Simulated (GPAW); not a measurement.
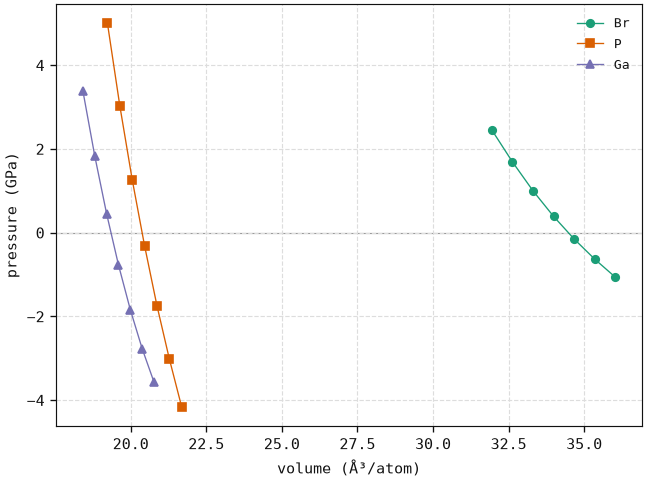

Plotted: pressure against volume, with one curve for each element, for Br, Ga and P (all in space group Cmce (No. 64)).

Calculation (GPAW 26.7.0): PAW DFT in plane waves, on a grid or in atomic orbitals, no spin polarisation; energies at scaled volumes of the given cell, shape and fractions fixed, counted from the fit's minimum, third-order Birch-Murnaghan fit. Level: PBEsol.

- occupations: Fermi–Dirac
- smearing width: 0.05 eV
- potentials: PAW data sets made by gpaw setup for the functional
- wave cutoff: 600 eV

Settings that differ: Br: k mesh 7×7×3; P: k mesh 8×8×6; Ga: k mesh 7×7×6.

### Order the curves by fitted equilibrium volume, smallest first.

Ga 19.342, P 20.380, Br 34.490 Å³/atom.

### Order the curves by fitted bulk modulus, smallest first.

Br 26.7, Ga 61.1, P 76.3 GPa.

### For Br: read off the course of the pressure.

It falls from 2.45 GPa at volume 31.95 Å³/atom to −1.06 GPa at 36.03 Å³/atom, and changes sign near 34.48 Å³/atom.

### For P: how does the pressure vary with volume?

It falls from 5.00 GPa at volume 19.23 Å³/atom to −4.16 GPa at 21.69 Å³/atom, and changes sign near 20.38 Å³/atom.

### For Ga: how does the pressure vary with volume?

It falls from 3.38 GPa at volume 18.42 Å³/atom to −3.57 GPa at 20.77 Å³/atom, and changes sign near 19.35 Å³/atom.

Caveats: shape and atomic fractions are frozen while scaling, which makes layered, chain and framework solids too stiff.
